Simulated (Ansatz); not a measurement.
Si₄Ge₃

```
CELL_PARAMETERS angstrom
10.22687 0.00000 0.00000
-5.11343 8.85673 0.00000
0.00000 0.00000 9.47690
ATOMIC_POSITIONS crystal
Si 0.94936 0.76380 0.20442
Si 0.61603 0.09713 0.53776
Si 0.28269 0.43046 0.87109
Si 0.71731 0.56954 0.12891
Si 0.38397 0.90287 0.46224
Si 0.05064 0.23620 0.79558
Si 0.23620 0.18556 0.20442
Si 0.90287 0.51890 0.53776
Si 0.56954 0.85223 0.87109
Si 0.43046 0.14777 0.12891
Si 0.09713 0.48110 0.46224
Si 0.76380 0.81444 0.79558
Si 0.81444 0.05064 0.20442
Si 0.48110 0.38397 0.53776
Si 0.14777 0.71731 0.87109
Si 0.85223 0.28269 0.12891
Si 0.51890 0.61603 0.46224
Si 0.18556 0.94936 0.79558
Si 0.66667 0.33333 0.21007
Si 0.33333 0.66667 0.54340
Si 0.00000 0.00000 0.87673
Si 0.00000 0.00000 0.12327
Si 0.66667 0.33333 0.45660
Si 0.33333 0.66667 0.78993
Ge 0.52606 0.61694 0.21197
Ge 0.19273 0.95027 0.54530
Ge 0.85940 0.28361 0.87864
Ge 0.14060 0.71639 0.12136
Ge 0.80727 0.04973 0.45470
Ge 0.47394 0.38306 0.78803
Ge 0.28361 0.42421 0.12136
Ge 0.95027 0.75754 0.45470
Ge 0.61694 0.09088 0.78803
Ge 0.38306 0.90912 0.21197
Ge 0.04973 0.24246 0.54530
Ge 0.71639 0.57579 0.87864
Ge 0.57579 0.85940 0.12136
Ge 0.24246 0.19273 0.45470
Ge 0.90912 0.52606 0.78803
Ge 0.09088 0.47394 0.21197
Ge 0.75754 0.80727 0.54530
Ge 0.42421 0.14060 0.87864
```

Space group R-3; a generated structure, not necessarily the stable one; changed on purpose from its base cell (volume × 0.94, shape and atoms relaxed); computed pressure about 5 GPa in this cell.

The calculation used DFT PBE, scalar-relativistic, plane waves, PAW (Ansatz 0.2.0).

The density is the valence pseudo-density of a PAW calculation; it isn't the true density close to the nuclei.

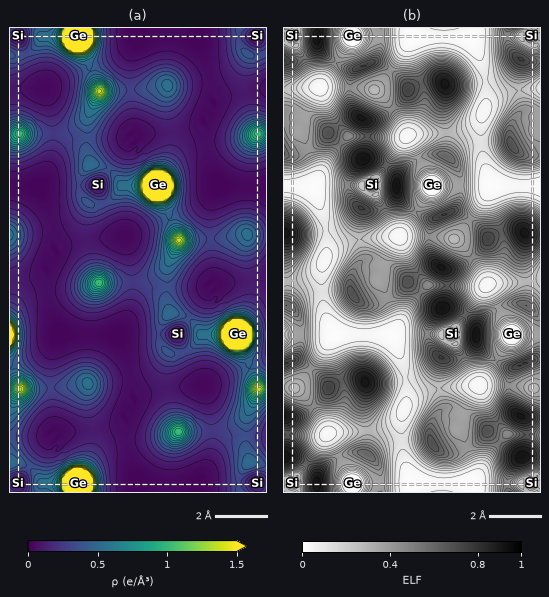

Figure 1. (a) valence electron density; (b) electron localisation function on the (110) plane of the conventional cell.

Q: Interpret the plot.

A: The plane passes through Si and Ge nuclei.
Atoms just off the plane (Si, 0.7 Å away and Ge, 0.7 Å away) can leave unmarked features too.
Si–Ge (2.37 Å): the density is about 0.56 e/Å³ at the midpoint; the ELF peaks at about 0.95 between the atoms (a covalent bond).
Between the atoms the lowest density in this plane is 0.02 e/Å³.

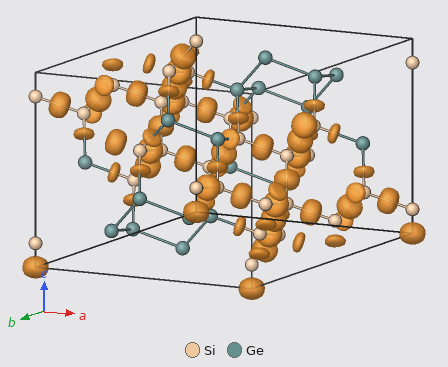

Figure 2. Isosurface of the ELF at 0.85 (orange), seen at an oblique angle. Core shells and regions of very low density are left out. Sticks mark near contacts.

Q: What do the ELF domains correspond to?

A: At this value the surface marks out 36 regions between bonded Ge–Si atoms (shared pairs) and 30 regions between bonded Si–Si atoms (shared pairs), counted in one cell of 42 atoms. Any copies at cell faces, edges or corners count once.


Si–Si (2.32 Å): the ELF peaks at about 0.95 between the atoms (a covalent bond).

Q: Metal or insulator at this level of theory?

A: It is gapped, with a Kohn–Sham gap of 0.62 eV on the k-point mesh, an upper bound to the gap of this method.
